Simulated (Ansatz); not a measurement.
# Hf/AlN/Zr: conductance against the thickness of the layer, part 5 of 6

Wanted: T(E), the conductance and its decay constant for Hf/AlN/Zr. The lower electrode is Hf hcp(0001), the upper one Zr hcp(0001); the barrier is AlN zinc blende(111) (whole bilayers). In the first transport cell, after relaxation, the nearest pair of electrode and barrier is Hf–N at 2.10 Å, along the normal, at the lower face and Zr–Al at 3.28 Å, at a slant, at the upper one. All share a net of side 3.2 Å, which strains the lower electrode by +0.0 %, the upper one by -0.9 % and the barrier by +2.9 %, against typed lattice constants near PBE's. The first steps treat the bulk electrodes alone.

Ansatz 0.2.0; PBE DFT, plane waves, PAW files (the session's first sound run).

So far, transmission at the Fermi level (a spin, zone mean): step 5 (T(E) of the junction) 9.5e-4; step 6 (conductance on a fine mesh, atomic planes in the barrier 4, gap between the …) 0.0164; step 7 (conductance on a fine mesh, 28 atoms) 0.00119. Also channels of the lower lead: step 5 0.708; step 7 0.673.

## 8. Conductance on a fine mesh, atomic planes in the barrier 8, gap between the electrodes 13.01 Å

Level of this step: PBE DFT, plane waves, PAW files; ballistic transmission by layer matching between semi-infinite leads (Ansatz).

System of this step: Hf/AlN/Zr. The cell holds 30 atoms: 11 Hf, 4 N, 4 Al and 11 Zr. Cell: a = 3.200 Å, b = 3.200 Å, c = 78.507 Å, α = 90.0°, β = 90.0°, γ = 120.0°. Regions: left electrode, 11 atoms (11 Hf); barrier, 8 atoms (4 N and 4 Al); right electrode, 11 atoms (11 Zr). Vacuum lies along c.

Barrier layers are added or taken out in the middle, and the relaxed faces stay.

Contents of input.yaml:

```yaml
crystal:
  lattice:
    - [3.2, 0.0, 0.0]
    - [-1.6, 2.7712812921, 0.0]
    - [0.0, 0.0, 78.506742664]
  atoms:
    - { symbol: Hf, position: [0.33333333, 0.66666667, 0.0891643159] }
    - { symbol: Hf, position: [0.0, 0.0, 0.1215091757] }
    - { symbol: Hf, position: [0.33333333, 0.66666667, 0.1538540356] }
    - { symbol: Hf, position: [0.0, 0.0, 0.1861988954] }
    - { symbol: Hf, position: [0.33333333, 0.66666667, 0.2185437553] }
    - { symbol: Hf, position: [0.0, 0.0, 0.2508886151] }
    - { symbol: Hf, position: [0.33333333, 0.66666667, 0.283233475] }
    - { symbol: Hf, position: [0.0, 0.0, 0.3155783348] }
    - { symbol: Hf, position: [0.33333333, 0.66666667, 0.3479231947] }
    - { symbol: Hf, position: [0.0, 0.0, 0.3802680545] }
    - { symbol: Hf, position: [0.33333333, 0.66666667, 0.4138540181] }
    - { symbol: "N", position: [0.33333333, 0.66666667, 0.4405640517] }
    - { symbol: Al, position: [0.66666667, 0.33333333, 0.4480495046] }
    - { symbol: "N", position: [0.66666667, 0.33333333, 0.4722817034] }
    - { symbol: Al, position: [0.0, 0.0, 0.4801869178] }
    - { symbol: "N", position: [0.0, 0.0, 0.5044155766] }
    - { symbol: Al, position: [0.33333333, 0.66666667, 0.512320791] }
    - { symbol: "N", position: [0.33333333, 0.66666667, 0.5365494499] }
    - { symbol: Al, position: [0.66666667, 0.33333333, 0.5450621581] }
    - { symbol: Zr, position: [0.0, 0.0, 0.5796300454] }
    - { symbol: Zr, position: [0.33333333, 0.66666667, 0.6117258507] }
    - { symbol: Zr, position: [0.0, 0.0, 0.6449602766] }
    - { symbol: Zr, position: [0.33333333, 0.66666667, 0.6781947025] }
    - { symbol: Zr, position: [0.0, 0.0, 0.7114291285] }
    - { symbol: Zr, position: [0.33333333, 0.66666667, 0.7446635544] }
    - { symbol: Zr, position: [0.0, 0.0, 0.7778979804] }
    - { symbol: Zr, position: [0.33333333, 0.66666667, 0.8111324063] }
    - { symbol: Zr, position: [0.0, 0.0, 0.8443668323] }
    - { symbol: Zr, position: [0.33333333, 0.66666667, 0.8776012582] }
    - { symbol: Zr, position: [0.0, 0.0, 0.9108356841] }
kpoints:
  mp_grid: { grid: [12, 12, 1] }
scf:
  occupations: { method: fermi_dirac, width: 0.1 }
  max_iter: 150
hamiltonian:
  xc: pbe
output:
  transmission:
    kmesh: [30, 30]
    e_range: [-0.26, 0.27]
    de: 0.0375
    leads: [[4, 6], [24, 26]]
```

On the command line:

```
ansatz run input.yaml --threads 4 --pin off --max-ram 10240MiB --backend cpu --events-out ev --progress --plain --runs-dir out
```

Numbers of over 12 decimals in the logs are rounded to 6 here.

Output:

```text
[...]
Crystal: 30 atoms, lattice volume = 696.206 Å³
Basis set: ecut = 420 eV, 13799 PW (Γ)
Bands: 270, of which v1, the nominal top of the filled ones, is band 225 counted from 1 (224 counted from 0)
Symmetry: 6 space group operations
[...]
k-points: 19 of 144 (time reversal used)
[...]
channels       : 6.733333e-1 a spin
[...]
slowest decay  : 0.0548 /Å at (0.2000, 0.0000)
[...]
filled         : 40.6 meV under the level at which it is neutral
    channels       : 6.688889e-1 a spin
[...]
slowest decay  : 0.0308 /Å at (0.2000, 0.2000)
  junction   : crystal 0 to crystal 1, 20.27 to 55.25 Å
    transmission   : 2.535721e-4 a spin
[...]
resistance     : 4.4037e0 Ω µm² beyond half of each lead's own
[key lines of the parts left out:]
SCF converged after 11 iterations
Free energy (F): -222651.114132 eV
Fermi energy:    12.665737 eV
```

It took 11 min on 4 threads of Arm Neoverse V1, shared host; peak memory 5.1 GiB; 35 min of CPU time.

One spin. The transmission, zone mean by energy, zero at the Fermi level:

| energy (eV) | transmission, zone mean |
| --- | --- |
| -0.260 | 3.7e-4 |
| -0.223 | 3.7e-4 |
| -0.185 | 3.6e-4 |
| -0.147 | 3.2e-4 |
| -0.110 | 2.7e-4 |
| -0.072 | 2.5e-4 |
| -0.035 | 2.4e-4 |
| 0.003 | 2.5e-4 |
| 0.040 | 2.7e-4 |
| 0.077 | 3.5e-4 |
| 0.115 | 4.1e-4 |
| 0.152 | 4.0e-4 |
| 0.190 | 4.9e-4 |
| 0.228 | 7.9e-4 |
| 0.265 | 0.00124 |

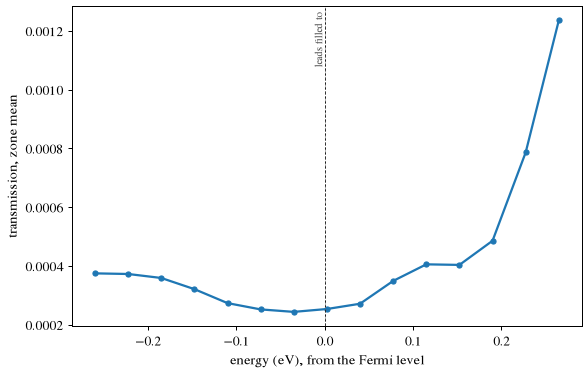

Transmission, zone mean against energy.

G = 2.3e11 S/m² (1/G = 4.41 Ω µm²), 0.21 times the step before of this kind. The largest error estimate is 53 %, from the leads' potential steps. In the worse lead the potential repeats within 32 meV, which the program flags as too much for a lead, so G carries that doubt.

## 9. Conductance, atomic planes in the barrier 10, gap between the electrodes 15.54 Å

System of this step: Hf/AlN/Zr. The cell holds 32 atoms: 11 Hf, 5 N, 5 Al and 11 Zr. Cell: a = 3.200 Å, b = 3.200 Å, c = 81.029 Å, α = 90.0°, β = 90.0°, γ = 120.0°. Regions: left electrode, 11 atoms (11 Hf); barrier, 10 atoms (5 N and 5 Al); right electrode, 11 atoms (11 Zr). Vacuum lies along c.

Barrier layers are added or taken out in the middle, and the relaxed faces stay.

Contents of input.yaml:

```yaml
crystal:
  lattice:
    - [3.2, 0.0, 0.0]
    - [-1.6, 2.7712812921, 0.0]
    - [0.0, 0.0, 81.0294683809]
  atoms:
    - { symbol: Hf, position: [0.33333333, 0.66666667, 0.0863883244] }
    - { symbol: Hf, position: [0.0, 0.0, 0.1177261776] }
    - { symbol: Hf, position: [0.33333333, 0.66666667, 0.1490640309] }
    - { symbol: Hf, position: [0.0, 0.0, 0.1804018841] }
    - { symbol: Hf, position: [0.33333333, 0.66666667, 0.2117397374] }
    - { symbol: Hf, position: [0.0, 0.0, 0.2430775906] }
    - { symbol: Hf, position: [0.33333333, 0.66666667, 0.2744154439] }
    - { symbol: Hf, position: [0.0, 0.0, 0.3057532971] }
    - { symbol: Hf, position: [0.33333333, 0.66666667, 0.3370911504] }
    - { symbol: Hf, position: [0.0, 0.0, 0.3684290036] }
    - { symbol: Hf, position: [0.33333333, 0.66666667, 0.4009693207] }
    - { symbol: "N", position: [0.33333333, 0.66666667, 0.4268477792] }
    - { symbol: Al, position: [0.66666667, 0.33333333, 0.4341001843] }
    - { symbol: "N", position: [0.66666667, 0.33333333, 0.4575779515] }
    - { symbol: Al, position: [0.0, 0.0, 0.4652370494] }
    - { symbol: "N", position: [0.0, 0.0, 0.4887113869] }
    - { symbol: Al, position: [0.33333333, 0.66666667, 0.4963704848] }
    - { symbol: "N", position: [0.33333333, 0.66666667, 0.5198448222] }
    - { symbol: Al, position: [0.66666667, 0.33333333, 0.5275039201] }
    - { symbol: "N", position: [0.66666667, 0.33333333, 0.5509782576] }
    - { symbol: Al, position: [0.0, 0.0, 0.559225936] }
    - { symbol: Zr, position: [0.33333333, 0.66666667, 0.5927176062] }
    - { symbol: Zr, position: [0.66666667, 0.33333333, 0.6238141588] }
    - { symbol: Zr, position: [0.33333333, 0.66666667, 0.6560138829] }
    - { symbol: Zr, position: [0.66666667, 0.33333333, 0.688213607] }
    - { symbol: Zr, position: [0.33333333, 0.66666667, 0.7204133311] }
    - { symbol: Zr, position: [0.66666667, 0.33333333, 0.7526130552] }
    - { symbol: Zr, position: [0.33333333, 0.66666667, 0.7848127792] }
    - { symbol: Zr, position: [0.66666667, 0.33333333, 0.8170125033] }
    - { symbol: Zr, position: [0.33333333, 0.66666667, 0.8492122274] }
    - { symbol: Zr, position: [0.66666667, 0.33333333, 0.8814119515] }
    - { symbol: Zr, position: [0.33333333, 0.66666667, 0.9136116756] }
kpoints:
  mp_grid: { grid: [12, 12, 1] }
scf:
  occupations: { method: fermi_dirac, width: 0.1 }
  max_iter: 150
hamiltonian:
  xc: pbe
output:
  transmission:
    kmesh: [30, 30]
    e_range: [-0.26, 0.27]
    de: 0.0375
    leads: [[4, 6], [26, 28]]
```

Output:

```text
[...]
Crystal: 32 atoms, lattice volume = 718.577 Å³
Basis set: ecut = 420 eV, 14239 PW (Γ)
Bands: 275, of which v1, the nominal top of the filled ones, is band 229 counted from 1 (228 counted from 0)
Symmetry: 6 space group operations
[...]
k-points: 19 of 144 (time reversal used)
[...]
channels       : 6.733333e-1 a spin
[...]
slowest decay  : 0.0548 /Å at (0.2000, 0.0000)
[...]
filled         : 39.8 meV under the level at which it is neutral
    channels       : 6.555556e-1 a spin
[...]
slowest decay  : 0.0294 /Å at (0.2000, 0.2000)
  junction   : crystal 0 to crystal 1, 20.27 to 58.98 Å
    transmission   : 3.444713e-5 a spin
[...]
resistance     : 3.6343e1 Ω µm² beyond half of each lead's own
[key lines of the parts left out:]
SCF converged after 12 iterations
Free energy (F): -223575.277353 eV
Fermi energy:    12.534551 eV
```

Run time: 11 min. Hardware: 4 threads; peak memory 5.3 GiB; 35 min of CPU time.

One spin. The transmission, zone mean by energy, zero at the Fermi level:

| energy (eV) | transmission, zone mean |
| --- | --- |
| -0.260 | 5.7e-5 |
| -0.223 | 5.8e-5 |
| -0.185 | 5.7e-5 |
| -0.147 | 5.1e-5 |
| -0.110 | 4.3e-5 |
| -0.072 | 3.9e-5 |
| -0.035 | 3.5e-5 |
| 0.003 | 3.4e-5 |
| 0.040 | 2.8e-5 |
| 0.077 | 2.5e-5 |
| 0.115 | 2.2e-5 |
| 0.152 | 2.2e-5 |
| 0.190 | 2.7e-5 |
| 0.228 | 4.6e-5 |
| 0.265 | 6.6e-5 |

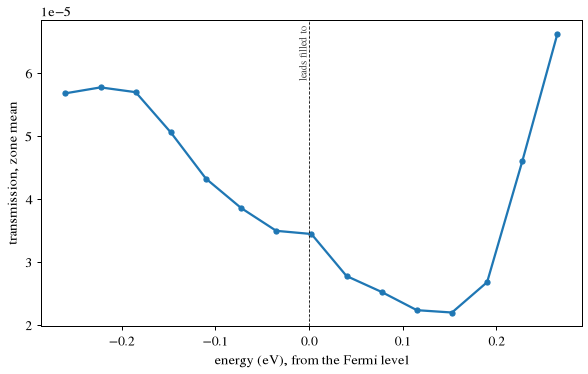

Transmission, zone mean against energy.

G = 2.8e10 S/m² (1/G = 36.3 Ω µm²), 0.12 times the step before of this kind. Apart from band edges and resonances, the largest error estimate is 33 %, from the leads' potential steps. For edges and narrow resonances that could lie between the energies solved the program puts 1142 %, while dropping every other energy moves G by 0.8 %. In the worse lead the potential repeats within 32 meV, which the program flags as too much for a lead, so G carries that doubt.

## 10. Conductance, atomic planes in the barrier 12, gap between the electrodes 18.06 Å

System of this step: Hf/AlN/Zr. The cell holds 34 atoms: 11 Hf, 6 N, 6 Al and 11 Zr. Cell: a = 3.200 Å, b = 3.200 Å, c = 83.552 Å, α = 90.0°, β = 90.0°, γ = 120.0°. Regions: left electrode, 11 atoms (11 Hf); barrier, 12 atoms (6 N and 6 Al); right electrode, 11 atoms (11 Zr). Vacuum lies along c.

Barrier layers are added or taken out in the middle, and the relaxed faces stay.

Contents of input.yaml:

```yaml
crystal:
  lattice:
    - [3.2, 0.0, 0.0]
    - [-1.6, 2.7712812921, 0.0]
    - [0.0, 0.0, 83.5521940978]
  atoms:
    - { symbol: Hf, position: [0.33333333, 0.66666667, 0.0837799662] }
    - { symbol: Hf, position: [0.0, 0.0, 0.1141716228] }
    - { symbol: Hf, position: [0.33333333, 0.66666667, 0.1445632794] }
    - { symbol: Hf, position: [0.0, 0.0, 0.1749549359] }
    - { symbol: Hf, position: [0.33333333, 0.66666667, 0.2053465925] }
    - { symbol: Hf, position: [0.0, 0.0, 0.2357382491] }
    - { symbol: Hf, position: [0.33333333, 0.66666667, 0.2661299057] }
    - { symbol: Hf, position: [0.0, 0.0, 0.2965215622] }
    - { symbol: Hf, position: [0.33333333, 0.66666667, 0.3269132188] }
    - { symbol: Hf, position: [0.0, 0.0, 0.3573048754] }
    - { symbol: Hf, position: [0.33333333, 0.66666667, 0.3888626893] }
    - { symbol: "N", position: [0.33333333, 0.66666667, 0.4139597889] }
    - { symbol: Al, position: [0.66666667, 0.33333333, 0.4209932191] }
    - { symbol: "N", position: [0.66666667, 0.33333333, 0.4437621125] }
    - { symbol: Al, position: [0.0, 0.0, 0.4511899561] }
    - { symbol: "N", position: [0.0, 0.0, 0.4739555232] }
    - { symbol: Al, position: [0.33333333, 0.66666667, 0.4813833668] }
    - { symbol: "N", position: [0.33333333, 0.66666667, 0.504148934] }
    - { symbol: Al, position: [0.66666667, 0.33333333, 0.5115767776] }
    - { symbol: "N", position: [0.66666667, 0.33333333, 0.5343423448] }
    - { symbol: Al, position: [0.0, 0.0, 0.5417701884] }
    - { symbol: "N", position: [0.0, 0.0, 0.5645357555] }
    - { symbol: Al, position: [0.33333333, 0.66666667, 0.5725344083] }
    - { symbol: Zr, position: [0.66666667, 0.33333333, 0.6050148508] }
    - { symbol: Zr, position: [0.0, 0.0, 0.6351724924] }
    - { symbol: Zr, position: [0.66666667, 0.33333333, 0.666399997] }
    - { symbol: Zr, position: [0.0, 0.0, 0.6976275016] }
    - { symbol: Zr, position: [0.66666667, 0.33333333, 0.7288550062] }
    - { symbol: Zr, position: [0.0, 0.0, 0.7600825108] }
    - { symbol: Zr, position: [0.66666667, 0.33333333, 0.7913100154] }
    - { symbol: Zr, position: [0.0, 0.0, 0.82253752] }
    - { symbol: Zr, position: [0.66666667, 0.33333333, 0.8537650246] }
    - { symbol: Zr, position: [0.0, 0.0, 0.8849925292] }
    - { symbol: Zr, position: [0.66666667, 0.33333333, 0.9162200338] }
kpoints:
  mp_grid: { grid: [12, 12, 1] }
scf:
  occupations: { method: fermi_dirac, width: 0.1 }
  max_iter: 150
hamiltonian:
  xc: pbe
output:
  transmission:
    kmesh: [30, 30]
    e_range: [-0.26, 0.27]
    de: 0.0375
    leads: [[4, 6], [28, 30]]
```

Output:

```text
[...]
Crystal: 34 atoms, lattice volume = 740.949 Å³
Basis set: ecut = 420 eV, 14691 PW (Γ)
Bands: 280, of which v1, the nominal top of the filled ones, is band 233 counted from 1 (232 counted from 0)
Symmetry: 6 space group operations
[...]
k-points: 19 of 144 (time reversal used)
[...]
channels       : 6.733333e-1 a spin
[...]
slowest decay  : 0.0560 /Å at (0.2000, 0.0000)
[...]
filled         : 40.6 meV under the level at which it is neutral
    channels       : 6.688889e-1 a spin
[...]
slowest decay  : 0.0309 /Å at (0.2000, 0.2000)
  junction   : crystal 0 to crystal 1, 19.12 to 60.29 Å
    transmission   : 5.889772e-6 a spin
[...]
resistance     : 1.8778e2 Ω µm² beyond half of each lead's own
[key lines of the parts left out:]
SCF converged after 12 iterations
Free energy (F): -224499.440272 eV
Fermi energy:    12.411316 eV
```

Elapsed: 13 min, on 4 threads; peak memory 5.5 GiB.

One spin. Transmission, zone mean against energy, zero at the Fermi level:

| energy (eV) | transmission, zone mean |
| --- | --- |
| -0.260 | 9.0e-6 |
| -0.223 | 9.3e-6 |
| -0.185 | 9.5e-6 |
| -0.147 | 8.6e-6 |
| -0.110 | 7.6e-6 |
| -0.072 | 6.9e-6 |
| -0.035 | 6.3e-6 |
| 0.003 | 5.9e-6 |
| 0.040 | 5.8e-6 |
| 0.077 | 6.1e-6 |
| 0.115 | 6.1e-6 |
| 0.152 | 6.1e-6 |
| 0.190 | 7.4e-6 |
| 0.228 | 1.1e-5 |
| 0.265 | 1.2e-5 |

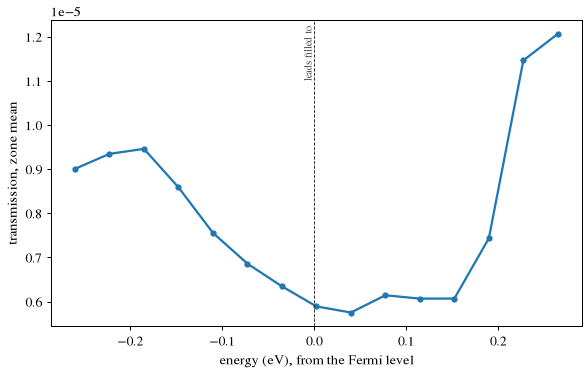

Transmission, zone mean, plotted against energy.

G = 5.3e9 S/m² (1/G = 188 Ω µm²), 0.19 times the step before of this kind. Apart from band edges and resonances, the largest error estimate is 69 %, from the leads' potential steps. For edges and narrow resonances that could lie between the energies solved the program puts 680 %, while dropping every other energy moves G by 0.8 %. In the worse lead the potential repeats within 87 meV, which the program flags as too much for a lead, so G carries that doubt.

## 11. The series together

Times are for 4 threads of Arm Neoverse V1, shared host. The runs compared:

| no. | gap between the electrodes (Å) | junction conductance (S/m²) | resistance-area product beyond the leads (Ω um²) | time | memory (GiB) |
| --- | --- | --- | --- | --- | --- |
| 1 | 7.97 | 1.43e13 | 0.06829 | 9.8 min | 4.7 |
| 2 | 10.49 | 1.07e12 | 0.9320 | 10 min | 4.8 |
| 3 | 13.01 | 2.27e11 | 4.404 | 11 min | 5.1 |
| 4 | 15.54 | 2.75e10 | 36.34 | 11 min | 5.3 |
| 5 | 18.06 | 5.33e9 | 187.8 | 13 min | 5.5 |

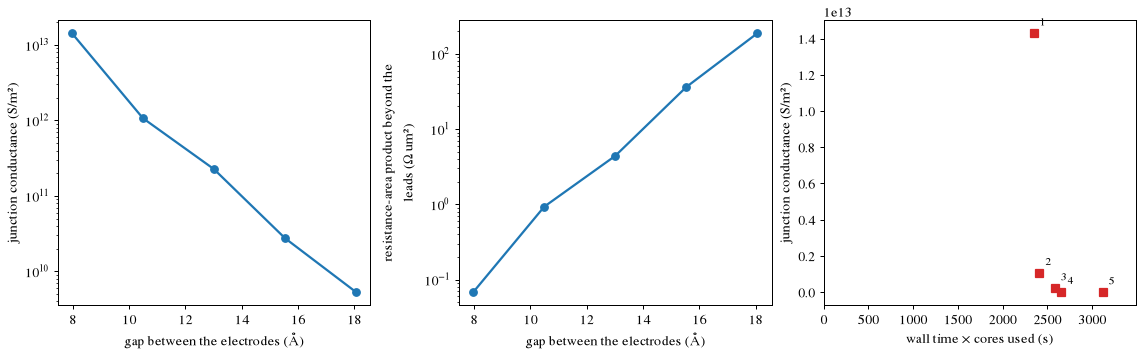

The series as plots; the last panel sets the first result against cost, with the runs numbered as in the table.

The runs together. The transmission, zone mean by energy, zero at the Fermi level:

| energy (eV) | 7.97 | 10.49 | 13.01 | 15.54 | 18.06 |
| --- | --- | --- | --- | --- | --- |
| -0.260 | 0.0172 | 0.00261 | 3.7e-4 | 5.7e-5 | 9.0e-6 |
| -0.223 | 0.0167 | 0.00255 | 3.7e-4 | 5.8e-5 | 9.3e-6 |
| -0.185 | 0.0162 | 0.00238 | 3.6e-4 | 5.7e-5 | 9.5e-6 |
| -0.147 | 0.0149 | 0.00198 | 3.2e-4 | 5.1e-5 | 8.6e-6 |
| -0.110 | 0.0135 | 0.00163 | 2.7e-4 | 4.3e-5 | 7.6e-6 |
| -0.072 | 0.0132 | 0.00144 | 2.5e-4 | 3.9e-5 | 6.9e-6 |
| -0.035 | 0.0140 | 0.00132 | 2.4e-4 | 3.5e-5 | 6.3e-6 |
| 0.003 | 0.0164 | 0.00119 | 2.5e-4 | 3.4e-5 | 5.9e-6 |
| 0.040 | 0.0180 | 0.00111 | 2.7e-4 | 2.8e-5 | 5.8e-6 |
| 0.077 | 0.0224 | 0.00106 | 3.5e-4 | 2.5e-5 | 6.1e-6 |
| 0.115 | 0.0272 | 0.00113 | 4.1e-4 | 2.2e-5 | 6.1e-6 |
| 0.152 | 0.0280 | 0.00141 | 4.0e-4 | 2.2e-5 | 6.1e-6 |
| 0.190 | 0.0294 | 0.00199 | 4.9e-4 | 2.7e-5 | 7.4e-6 |
| 0.228 | 0.0344 | 0.00254 | 7.9e-4 | 4.6e-5 | 1.1e-5 |
| 0.265 | 0.0345 | 0.00426 | 0.00124 | 6.6e-5 | 1.2e-5 |

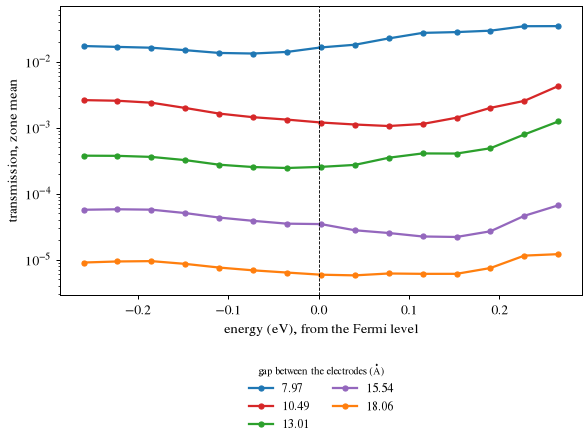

Transmission, zone mean against energy.

## 12. Decay with thickness

This step: Fit of the logarithm of the conductance against the barrier's thickness, from PBE DFT, plane waves, PAW files (Ansatz 0.2.0).

No new run: the logarithm is fitted against the thickness.

This step gave:

| Quantity | Value |
| --- | --- |
| decay constant of the conductance | 0.77 Å⁻¹ |
| r.m.s. misfit of ln G | 0.23 |

From the end points alone, β = ln(1.43e+13 / 5.33e+09) / 10.09 Å = 7.89 / 10.09 Å = 0.78 Å⁻¹. One end point carries an error estimate of 69 %; a factor of 1.7 on it would move β by 0.05 Å⁻¹.

(Part 5 of 6 ends here.)

[Logs are printed without paths, hosts, clocks, repeated set-up lines and the standing remarks that a program may print on its own settings, such as how far it seeks lower states.]

[Hosts, paths, dates, database ids (printed as entryN), source tags and the programs' standing remarks are cut or masked in the printed files.]
